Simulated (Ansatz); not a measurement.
Here is a crystal structure:

```
Si
1.0
     2.62054    0.00000    0.00000
     0.00000    4.70912    0.00000
     0.00000    0.00000    2.46635
Si
2
Direct
  0.00000 0.00000 0.00000
  0.50000 0.50000 0.00000
```

Describe what this structure looks like.

The element is silicon. The space group is Cmmm (No. 65); the lattice is base-centred orthorhombic. The cell holds two atoms. Counting contacts within bonding distance, the coordination numbers are Si 2.

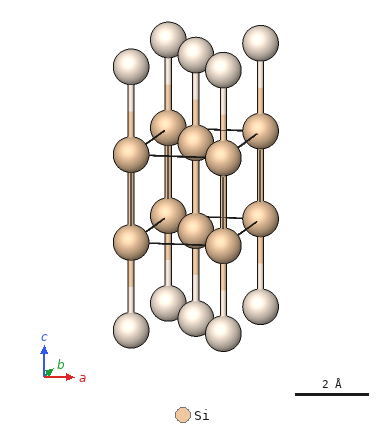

Shown here is a ball-and-stick view of the crystal, taken slightly off an axis. The lines enclose the conventional unit cell; boundary atoms appear with their images. Bonds that leave the box are completed with the atoms at their other ends, in fainter colours.

Provenance: a structure listed in the Materials Project. The cell was then strained or its atoms displaced on purpose. An electronic-structure calculation with Ansatz was run on it.

At this level of theory the cell isn't at rest (stretched, at -4 GPa), so its distances can differ from those at equilibrium, the more so the softer the solid.
